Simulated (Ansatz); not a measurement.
# Ta5HC: geometry relaxation (part 1 of 2)

Ta5HC (slab, 7 atoms in the cell), computed with DFT, PBEsol, plane waves, PAW, no spin polarisation (Ansatz 0.2.0).

The structure derives from an entry of the Crystallography Open Database. The input holds or restrains some coordinates. Forces given for the steps count only the free coordinates.

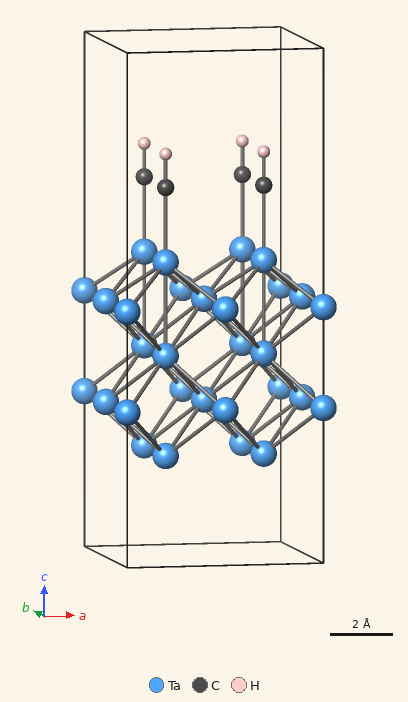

*The input geometry (ball-and-stick view of the 2 × 2 repeat of the cell, with the vacuum cut short, seen slightly off an axis). An atom can appear more than once, as a periodic image.*

The input
```yaml
crystal:
  lattice:
    - [3.2805195243, 0.0, 0.0]
    - [0.0, 3.2805195243, 0.0]
    - [0.0, 0.0, 26.6610390486]
  atoms:
    - { symbol: Ta, position: [0.5, 0.5, 0.3188172818] }
    - { symbol: Ta, position: [0.0, 0.0, 0.3803400064] }
    - { symbol: Ta, position: [0.5, 0.5, 0.4421150273] }
    - { symbol: Ta, position: [0.0, 0.0, 0.5046209748] }
    - { symbol: Ta, position: [0.5, 0.5, 0.5575175654] }
    - { symbol: C, position: [0.5, 0.5, 0.6497870375] }
    - { symbol: H, position: [0.5, 0.5, 0.6910457446] }
basis:
  ecutwfc: 420
  xc_grid: 1
kpoints:
  mp_grid: { grid: [9, 9, 1] }
hamiltonian:
  xc: pbesol
scf:
  occupations: { method: gaussian, width: 0.1 }
output:
  forces: true
  eigenvalues: true
relax:
  adjacent_minimum: "off"
  f_tol: 0.03
  max_steps: 70
  constraints: [{ sites: [0, 1] }]
efield:
  axis: 3
  dipole_correction: true
  ramp_width: 0.04
```

Launch command:
```bash
ansatz run input.yaml --threads 1 --pin off --max-ram 2560MiB --backend cpu --events-out ev --progress --plain --runs-dir out
```

The program's output
```
Engine: ansatz 0.2.0, x86_64-unknown-linux-gnu
Pseudopotentials: kind: paw
Pseudopotential: Ta, paw, valence charge 13, recommended cutoff 420 eV (normal), Ta.paw.azcp
Pseudopotential: C, paw, valence charge 4, recommended cutoff 420 eV (normal), C.paw.azcp
Pseudopotential: H, paw, valence charge 1, recommended cutoff 420 eV (normal), H.paw.azcp
Functional definition: PBEsol
  exchange = pbesol_x
  correlation = pbesol_c
Crystal: 7 atoms, lattice volume = 286.921 Å³
Basis set: ecut = 420 eV, 5689 PW (Γ)
Bands: 42, of which v1, the nominal top of the filled ones, is band 35 counted from 1 (34 counted from 0)
Symmetry: 8 space group operations
Space group: P4mm (ITA 99), of the structure as read, at distance tolerance 6.6e-5 Å
k-points: 15 of 81
Non-local potential: Ta, projectors of the file, l = 0: 3, l = 1: 2, l = 2: 2, l = 3: 1
Non-local potential: C, projectors of the file, l = 0: 2, l = 1: 2, l = 2: 1
Non-local potential: H, projectors of the file, l = 0: 2, l = 1: 1
PAW form: soft (Blöchl's): semilocal exchange-correlation on the pseudo side does not see the compensation charge
PAW frozen core: Ta, regenerated for the run's functional, and the local potential with it (the file was generated under x = pbe(κ = 0.804, μ = 0.2195149727645171), c = pbe(β = 0.06672455060314922))
PAW frozen core: C, regenerated for the run's functional, and the local potential with it (the file was generated under x = pbe(κ = 0.804, μ = 0.2195149727645171), c = pbe(β = 0.06672455060314922))
PAW one-centre angular grid: Ta, 590 points (default); XC on 64 Gauss nodes
PAW one-centre angular grid: C, 110 points (default); XC on 64 Gauss nodes
PAW one-centre angular grid: H, 110 points (default); XC on 64 Gauss nodes
Initial density: superposition of atomic densities (neutral atoms: chi_scale 0, normalization atom), corrected by the library's trained network
Initial wavefunctions: pseudopotential atomic-orbital guess
Functional: x = pbesol(κ = 0.804, μ = 0.12345679012345678), c = pbesol(β = 0.046)
SCF iter   1: F=—  HF=-49287.408769 eV  |F-HF|=—  |Δ(HF+E_count)|=         —  Δρ=7.90e-3  dr2=4.35e0  ethr=1.77e-3  p=-0.027 e·Å  D=-1.67e-2 V/Å  ΔV_dip=0.45 eV  dr2_dipole=9.64e-1  V_vac-E_F(+/−)=4.86/4.41 eV  ⟨swp⟩=7.5  Hψ=2846  notcnv=0
efield: sawtooth ramp at fractional position 0.9849 (placed from the atoms, in the widest stretch of the axis that holds none; the zero of the levels goes with the place), width 0.0400; the density the first Hamiltonian is built on has a dipole p = -0.027 e·Å; the dipole correction subtracts the counter field D = -1.67e-2 V/Å, which shifts the + side's vacuum level by +0.45 eV against the − side's; the planar-averaged density in the ramp window peaks in size at 4.8e-5 e/Å³
preconditioner: auto → LDOS  [metal: Δε(μ)=0.028 eV  Ē_g=4.020 eV  σ=0.100 eV  W_gap=0.15  n_scr=54 (ndim 8)  ℏωp=12.0 eV  f_vac=0.537  D(μ)=6.06/eV (n_scr^D=28)  β→1.0]
SCF iter   2: F=—  HF=-49287.304325 eV  |F-HF|=—  |Δ(HF+E_count)|=   1.04e-1  Δρ=3.46e-3  dr2=2.04e-1  ethr=1.77e-3  p=-0.012 e·Å  D=-7.73e-3 V/Å  ΔV_dip=0.21 eV  dr2_dipole=1.01e-2  V_vac-E_F(+/−)=4.16/3.95 eV  ⟨swp⟩=2.7  Hψ=843  notcnv=0  defer=23
SCF iter   3: F=—  HF=-49287.294278 eV  |F-HF|=—  |Δ(HF+E_count)|=   1.00e-2  Δρ=9.74e-4  dr2=1.87e-2  ethr=2.91e-4  p=-0.008 e·Å  D=-4.99e-3 V/Å  ΔV_dip=0.13 eV  dr2_dipole=2.02e-3  V_vac-E_F(+/−)=4.26/4.12 eV  ⟨swp⟩=2.0  Hψ=825  notcnv=0  defer=24
SCF iter   4: F=—  HF=-49287.293640 eV  |F-HF|=—  |Δ(HF+E_count)|=   6.38e-4  Δρ=3.00e-4  dr2=8.10e-4  ethr=2.68e-5  p=-0.006 e·Å  D=-4.04e-3 V/Å  ΔV_dip=0.11 eV  dr2_dipole=3.06e-5  V_vac-E_F(+/−)=4.22/4.12 eV  ⟨swp⟩=2.2  Hψ=899  notcnv=0  defer=23
SCF iter   5: F=—  HF=-49287.293627 eV  |F-HF|=—  |Δ(HF+E_count)|=   1.26e-5  Δρ=1.13e-4  dr2=7.84e-5  ethr=1.16e-6  p=-0.005 e·Å  D=-3.23e-3 V/Å  ΔV_dip=0.09 eV  dr2_dipole=1.18e-6  V_vac-E_F(+/−)=4.22/4.13 eV  ⟨swp⟩=2.2  Hψ=969  notcnv=0  defer=23
SCF iter   6: F=-49287.293629 eV  HF=-49287.293631 eV  |F-HF|=1.95e-6  |Δ(HF+E_count)|=   3.40e-6  Δρ=3.55e-5  dr2=6.11e-6  ethr=3.21e-8  p=-0.005 e·Å  D=-3.24e-3 V/Å  ΔV_dip=0.09 eV  dr2_dipole=2.49e-7  V_vac-E_F(+/−)=4.22/4.13 eV  ⟨swp⟩=14.3  Hψ=3177  notcnv=0
SCF 1 converged in 6 iterations: F = -49287.293629 eV  dr2 = 6.11e-6
  greatest PAW one-centre occupation: 1.000 electrons in one spin orbital (limit 2), on the Ta atom at site 3 (counted from 0), in its partial waves of l = 0
relax step   1: F+E_penalty+E_count = -49287.29362857 eV  Δ(F+E_penalty+E_count) = +0.000e0 eV  max|allowed force component| = 4.208e0 eV/Å  Δτ_max = 0.0000 Å  (6 SCF iters, dr2 threshold 2.25e-5 eV, accepted)
Initial density: handed on by an earlier stage of this run
Initial wavefunctions: those handed on with the density
SCF iter   1: F=—  HF=-49288.567150 eV  |F-HF|=—  |Δ(HF+E_count)|=         —  Δρ=1.69e-2  dr2=6.39e0  ethr=3.10e-3  p=-0.005 e·Å  D=-3.25e-3 V/Å  ΔV_dip=0.09 eV  dr2_dipole=1.48e0  V_vac-E_F(+/−)=4.23/4.14 eV  ⟨swp⟩=5.7  Hψ=1521  notcnv=0  defer=17
efield: sawtooth ramp at fractional position 0.9849 (handed on by an earlier solve), width 0.0400; the density the first Hamiltonian is built on has a dipole p = -0.005 e·Å; the dipole correction subtracts the counter field D = -3.25e-3 V/Å, which shifts the + side's vacuum level by +0.09 eV against the − side's; the planar-averaged density in the ramp window peaks in size at 1.6e-6 e/Å³
preconditioner: auto → LDOS  [metal: Δε(μ)=0.006 eV  Ē_g=4.024 eV  σ=0.100 eV  W_gap=0.03  n_scr=54 (ndim 8)  ℏωp=12.0 eV  f_vac=0.537  D(μ)=8.03/eV (n_scr^D=62)  β→1.0]
SCF iter   2: F=—  HF=-49288.321527 eV  |F-HF|=—  |Δ(HF+E_count)|=   2.46e-1  Δρ=6.34e-3  dr2=4.32e-1  ethr=3.10e-3  p=0.005 e·Å  D=3.15e-3 V/Å  ΔV_dip=-0.08 eV  dr2_dipole=5.76e-2  V_vac-E_F(+/−)=4.01/4.09 eV  ⟨swp⟩=2.7  Hψ=1051  notcnv=0  defer=17
SCF iter   3: F=—  HF=-49288.316858 eV  |F-HF|=—  |Δ(HF+E_count)|=   4.67e-3  Δρ=3.20e-3  dr2=1.49e-1  ethr=6.17e-4  p=-0.014 e·Å  D=-9.05e-3 V/Å  ΔV_dip=0.24 eV  dr2_dipole=3.54e-2  V_vac-E_F(+/−)=4.39/4.15 eV  ⟨swp⟩=2.2  Hψ=1107  notcnv=0  defer=18
SCF iter   4: F=—  HF=-49288.300499 eV  |F-HF|=—  |Δ(HF+E_count)|=   1.64e-2  Δρ=9.78e-4  dr2=2.04e-2  ethr=2.12e-4  p=-0.011 e·Å  D=-7.05e-3 V/Å  ΔV_dip=0.19 eV  dr2_dipole=4.82e-3  V_vac-E_F(+/−)=4.30/4.11 eV  ⟨swp⟩=2.0  Hψ=985  notcnv=0  defer=18
SCF iter   5: F=—  HF=-49288.300482 eV  |F-HF|=—  |Δ(HF+E_count)|=   1.75e-5  Δρ=2.88e-4  dr2=2.27e-3  ethr=2.91e-5  p=-0.011 e·Å  D=-6.73e-3 V/Å  ΔV_dip=0.18 eV  dr2_dipole=1.16e-3  V_vac-E_F(+/−)=4.29/4.11 eV  ⟨swp⟩=1.5  Hψ=638  notcnv=0  defer=18
SCF iter   6: F=—  HF=-49288.300430 eV  |F-HF|=—  |Δ(HF+E_count)|=   5.21e-5  Δρ=9.01e-5  dr2=1.20e-4  ethr=3.24e-6  p=-0.011 e·Å  D=-7.09e-3 V/Å  ΔV_dip=0.19 eV  dr2_dipole=9.08e-6  V_vac-E_F(+/−)=4.29/4.10 eV  ⟨swp⟩=2.0  Hψ=798  notcnv=0  defer=18
SCF iter   7: F=-49288.300419 eV  HF=-49288.300426 eV  |F-HF|=7.93e-6  |Δ(HF+E_count)|=   3.17e-6  Δρ=2.60e-5  dr2=9.92e-6  ethr=1.43e-7  p=-0.011 e·Å  D=-6.93e-3 V/Å  ΔV_dip=0.18 eV  dr2_dipole=6.70e-8  V_vac-E_F(+/−)=4.29/4.10 eV  ⟨swp⟩=12.7  Hψ=3140  notcnv=0
SCF 2 converged in 7 iterations: F = -49288.300419 eV  dr2 = 9.92e-6
relax step   2: F+E_penalty+E_count = -49288.30041854 eV  Δ(F+E_penalty+E_count) = -1.007e0 eV  max|allowed force component| = 2.733e0 eV/Å  Δτ_max = 0.1954 Å  (7 SCF iters, dr2 threshold 1.00e-4 eV, accepted)
SCF iter   1: F=—  HF=-49289.528182 eV  |F-HF|=—  |Δ(HF+E_count)|=         —  Δρ=2.87e-2  dr2=2.05e1  ethr=3.10e-3  p=-0.011 e·Å  D=-6.93e-3 V/Å  ΔV_dip=0.18 eV  dr2_dipole=5.24e0  V_vac-E_F(+/−)=4.37/4.19 eV  ⟨swp⟩=6.3  Hψ=2168  notcnv=1  defer=5
efield: sawtooth ramp at fractional position 0.9849 (handed on by an earlier solve), width 0.0400; the density the first Hamiltonian is built on has a dipole p = -0.011 e·Å; the dipole correction subtracts the counter field D = -6.93e-3 V/Å, which shifts the + side's vacuum level by +0.18 eV against the − side's; the planar-averaged density in the ramp window peaks in size at 3.0e-6 e/Å³
preconditioner: auto → LDOS  [metal: Δε(μ)=0.017 eV  Ē_g=4.225 eV  σ=0.100 eV  W_gap=0.10  n_scr=54 (ndim 8)  ℏωp=12.0 eV  f_vac=0.543  D(μ)=5.90/eV (n_scr^D=20)  β→1.0]
SCF iter   2: F=—  HF=-49288.958993 eV  |F-HF|=—  |Δ(HF+E_count)|=   5.69e-1  Δρ=2.29e-2  dr2=1.63e1  ethr=3.10e-3  p=0.005 e·Å  D=2.89e-3 V/Å  ΔV_dip=-0.08 eV  dr2_dipole=5.80e0  V_vac-E_F(+/−)=3.90/3.98 eV  ⟨swp⟩=3.3  Hψ=1178  notcnv=0  defer=23
SCF iter   3: F=—  HF=-49288.554864 eV  |F-HF|=—  |Δ(HF+E_count)|=   4.04e-1  Δρ=6.53e-3  dr2=2.12e0  ethr=3.10e-3  p=-0.017 e·Å  D=-1.08e-2 V/Å  ΔV_dip=0.29 eV  dr2_dipole=7.84e-1  V_vac-E_F(+/−)=4.43/4.14 eV  ⟨swp⟩=2.5  Hψ=1013  notcnv=0  defer=16
SCF iter   4: F=—  HF=-49288.505435 eV  |F-HF|=—  |Δ(HF+E_count)|=   4.94e-2  Δρ=2.65e-3  dr2=3.22e-1  ethr=3.03e-3  p=-0.036 e·Å  D=-2.30e-2 V/Å  ΔV_dip=0.61 eV  dr2_dipole=1.17e-1  V_vac-E_F(+/−)=4.70/4.09 eV  ⟨swp⟩=1.3  Hψ=662  notcnv=0  defer=14
SCF iter   5: F=—  HF=-49288.498299 eV  |F-HF|=—  |Δ(HF+E_count)|=   7.14e-3  Δρ=6.19e-4  dr2=4.67e-3  ethr=4.61e-4  p=-0.036 e·Å  D=-2.30e-2 V/Å  ΔV_dip=0.61 eV  dr2_dipole=7.56e-4  V_vac-E_F(+/−)=4.68/4.07 eV  ⟨swp⟩=1.1  Hψ=616  notcnv=0  defer=16
SCF iter   6: F=—  HF=-49288.498321 eV  |F-HF|=—  |Δ(HF+E_count)|=   2.24e-5  Δρ=1.52e-4  dr2=2.11e-4  ethr=6.67e-6  p=-0.037 e·Å  D=-2.36e-2 V/Å  ΔV_dip=0.63 eV  dr2_dipole=6.43e-6  V_vac-E_F(+/−)=4.69/4.06 eV  ⟨swp⟩=2.2  Hψ=871  notcnv=0  defer=16
SCF iter   7: F=-49288.498313 eV  HF=-49288.498344 eV  |F-HF|=3.11e-5  |Δ(HF+E_count)|=   2.28e-5  Δρ=4.25e-5  dr2=3.39e-5  ethr=1.43e-7  p=-0.037 e·Å  D=-2.33e-2 V/Å  ΔV_dip=0.62 eV  dr2_dipole=5.15e-6  V_vac-E_F(+/−)=4.68/4.06 eV  ⟨swp⟩=13.5  Hψ=3609  notcnv=0
SCF 3 converged in 7 iterations: F = -49288.498313 eV  dr2 = 3.39e-5
relax step   3: F+E_penalty+E_count = -49288.49831266 eV  Δ(F+E_penalty+E_count) = -1.979e-1 eV  max|allowed force component| = 4.084e0 eV/Å  Δτ_max = 0.1950 Å  (7 SCF iters, dr2 threshold 1.00e-4 eV, accepted)
SCF iter   1: F=—  HF=-49289.078915 eV  |F-HF|=—  |Δ(HF+E_count)|=         —  Δρ=2.27e-2  dr2=1.40e1  ethr=3.10e-3  p=-0.037 e·Å  D=-2.33e-2 V/Å  ΔV_dip=0.62 eV  dr2_dipole=4.50e0  V_vac-E_F(+/−)=4.66/4.04 eV  ⟨swp⟩=5.7  Hψ=1685  notcnv=0  defer=8
efield: sawtooth ramp at fractional position 0.9849 (handed on by an earlier solve), width 0.0400; the density the first Hamiltonian is built on has a dipole p = -0.037 e·Å; the dipole correction subtracts the counter field D = -2.33e-2 V/Å, which shifts the + side's vacuum level by +0.62 eV against the − side's; the planar-averaged density in the ramp window peaks in size at 1.2e-6 e/Å³
preconditioner: auto → LDOS  [metal: Δε(μ)=0.024 eV  Ē_g=4.073 eV  σ=0.100 eV  W_gap=0.13  n_scr=54 (ndim 8)  ℏωp=12.0 eV  f_vac=0.549  D(μ)=9.88/eV (n_scr^D=72)  β→1.0]
SCF iter   2: F=—  HF=-49288.759309 eV  |F-HF|=—  |Δ(HF+E_count)|=   3.20e-1  Δρ=8.24e-3  dr2=2.07e0  ethr=3.10e-3  p=-0.038 e·Å  D=-2.41e-2 V/Å  ΔV_dip=0.64 eV  dr2_dipole=6.04e-1  V_vac-E_F(+/−)=4.68/4.04 eV  ⟨swp⟩=2.3  Hψ=817  notcnv=0  defer=16
SCF iter   3: F=—  HF=-49288.703788 eV  |F-HF|=—  |Δ(HF+E_count)|=   5.55e-2  Δρ=3.20e-3  dr2=7.13e-2  ethr=2.96e-3  p=-0.029 e·Å  D=-1.81e-2 V/Å  ΔV_dip=0.48 eV  dr2_dipole=1.43e-5  V_vac-E_F(+/−)=4.56/4.08 eV  ⟨swp⟩=1.9  Hψ=663  notcnv=0  defer=16
SCF iter   4: F=—  HF=-49288.693439 eV  |F-HF|=—  |Δ(HF+E_count)|=   1.03e-2  Δρ=9.49e-4  dr2=1.05e-2  ethr=1.02e-4  p=-0.026 e·Å  D=-1.63e-2 V/Å  ΔV_dip=0.44 eV  dr2_dipole=3.30e-4  V_vac-E_F(+/−)=4.49/4.06 eV  ⟨swp⟩=2.0  Hψ=1079  notcnv=0  defer=16
SCF iter   5: F=—  HF=-49288.692445 eV  |F-HF|=—  |Δ(HF+E_count)|=   9.94e-4  Δρ=3.02e-4  dr2=1.26e-3  ethr=1.49e-5  p=-0.026 e·Å  D=-1.63e-2 V/Å  ΔV_dip=0.44 eV  dr2_dipole=8.87e-5  V_vac-E_F(+/−)=4.50/4.06 eV  ⟨swp⟩=2.1  Hψ=818  notcnv=0  defer=16
SCF iter   6: F=—  HF=-49288.692457 eV  |F-HF|=—  |Δ(HF+E_count)|=   1.15e-5  Δρ=1.18e-4  dr2=1.61e-4  ethr=1.79e-6  p=-0.026 e·Å  D=-1.65e-2 V/Å  ΔV_dip=0.44 eV  dr2_dipole=3.30e-6  V_vac-E_F(+/−)=4.50/4.06 eV  ⟨swp⟩=2.3  Hψ=895  notcnv=0  defer=16
SCF iter   7: F=-49288.692441 eV  HF=-49288.692457 eV  |F-HF|=1.61e-5  |Δ(HF+E_count)|=   1.83e-7  Δρ=4.27e-5  dr2=2.13e-5  ethr=1.43e-7  p=-0.026 e·Å  D=-1.64e-2 V/Å  ΔV_dip=0.44 eV  dr2_dipole=4.46e-8  V_vac-E_F(+/−)=4.50/4.06 eV  ⟨swp⟩=11.9  Hψ=3007  notcnv=0
SCF 4 converged in 7 iterations: F = -49288.692441 eV  dr2 = 2.13e-5
relax step   4: F+E_penalty+E_count = -49288.69244050 eV  Δ(F+E_penalty+E_count) = -1.941e-1 eV  max|allowed force component| = 3.194e-1 eV/Å  Δτ_max = 0.1955 Å  (7 SCF iters, dr2 threshold 1.00e-4 eV, accepted)
iter 1 solved again at ethr=1.06e-3 eV; its pass at ethr=3.10e-3 eV (dr2=7.41e-1 eV) is discarded
SCF iter   1: F=—  HF=-49288.741329 eV  |F-HF|=—  |Δ(HF+E_count)|=         —  Δρ=9.46e-3  dr2=7.06e-1  ethr=1.06e-3  p=-0.026 e·Å  D=-1.64e-2 V/Å  ΔV_dip=0.44 eV  dr2_dipole=7.53e-2  V_vac-E_F(+/−)=4.46/4.03 eV  ⟨swp⟩=1.0  Hψ=2095  notcnv=0  defer=17
efield: sawtooth ramp at fractional position 0.9849 (handed on by an earlier solve), width 0.0400; the density the first Hamiltonian is built on has a dipole p = -0.026 e·Å; the dipole correction subtracts the counter field D = -1.64e-2 V/Å, which shifts the + side's vacuum level by +0.44 eV against the − side's; the planar-averaged density in the ramp window peaks in size at 6.0e-7 e/Å³
preconditioner: auto → LDOS  [metal: Δε(μ)=0.054 eV  Ē_g=4.069 eV  σ=0.100 eV  W_gap=0.29  n_scr=54 (ndim 8)  ℏωp=12.0 eV  f_vac=0.543  D(μ)=7.17/eV (n_scr^D=46)  β→1.0]
SCF iter   2: F=—  HF=-49288.702519 eV  |F-HF|=—  |Δ(HF+E_count)|=   3.88e-2  Δρ=3.19e-3  dr2=1.59e-1  ethr=1.01e-3  p=-0.026 e·Å  D=-1.62e-2 V/Å  ΔV_dip=0.43 eV  dr2_dipole=5.88e-2  V_vac-E_F(+/−)=4.55/4.12 eV  ⟨swp⟩=2.3  Hψ=898  notcnv=0  defer=17
SCF iter   3: F=—  HF=-49288.696500 eV  |F-HF|=—  |Δ(HF+E_count)|=   6.02e-3  Δρ=1.44e-3  dr2=2.66e-2  ethr=2.27e-4  p=-0.023 e·Å  D=-1.48e-2 V/Å  ΔV_dip=0.40 eV  dr2_dipole=1.37e-3  V_vac-E_F(+/−)=4.44/4.05 eV  ⟨swp⟩=2.3  Hψ=907  notcnv=0  defer=17
SCF iter   4: F=—  HF=-49288.694405 eV  |F-HF|=—  |Δ(HF+E_count)|=   2.09e-3  Δρ=4.56e-4  dr2=2.29e-3  ethr=3.79e-5  p=-0.024 e·Å  D=-1.50e-2 V/Å  ΔV_dip=0.40 eV  dr2_dipole=3.83e-4  V_vac-E_F(+/−)=4.47/4.07 eV  ⟨swp⟩=2.1  Hψ=939  notcnv=0  defer=17
SCF iter   5: F=—  HF=-49288.694571 eV  |F-HF|=—  |Δ(HF+E_count)|=   1.66e-4  Δρ=1.73e-4  dr2=3.24e-4  ethr=3.26e-6  p=-0.025 e·Å  D=-1.55e-2 V/Å  ΔV_dip=0.41 eV  dr2_dipole=3.40e-7  V_vac-E_F(+/−)=4.48/4.07 eV  ⟨swp⟩=1.9  Hψ=770  notcnv=0  defer=17
SCF iter   6: F=—  HF=-49288.694592 eV  |F-HF|=—  |Δ(HF+E_count)|=   2.10e-5  Δρ=5.08e-5  dr2=3.01e-5  ethr=4.63e-7  p=-0.025 e·Å  D=-1.56e-2 V/Å  ΔV_dip=0.42 eV  dr2_dipole=6.59e-7  V_vac-E_F(+/−)=4.48/4.07 eV  ⟨swp⟩=1.9  Hψ=752  notcnv=0  defer=17
SCF iter   7: F=-49288.694591 eV  HF=-49288.694592 eV  |F-HF|=1.08e-6  |Δ(HF+E_count)|=   1.61e-7  Δρ=1.65e-5  dr2=2.06e-6  ethr=9.11e-9  p=-0.025 e·Å  D=-1.57e-2 V/Å  ΔV_dip=0.42 eV  dr2_dipole=1.98e-7  V_vac-E_F(+/−)=4.48/4.07 eV  ⟨swp⟩=13.5  Hψ=3185  notcnv=0
SCF 5 converged in 7 iterations: F = -49288.694591 eV  dr2 = 2.06e-6
relax step   5: F+E_penalty+E_count = -49288.69459100 eV  Δ(F+E_penalty+E_count) = -2.150e-3 eV  max|allowed force component| = 1.543e-1 eV/Å  Δτ_max = 0.0911 Å  (7 SCF iters, dr2 threshold 6.38e-6 eV, accepted)
```
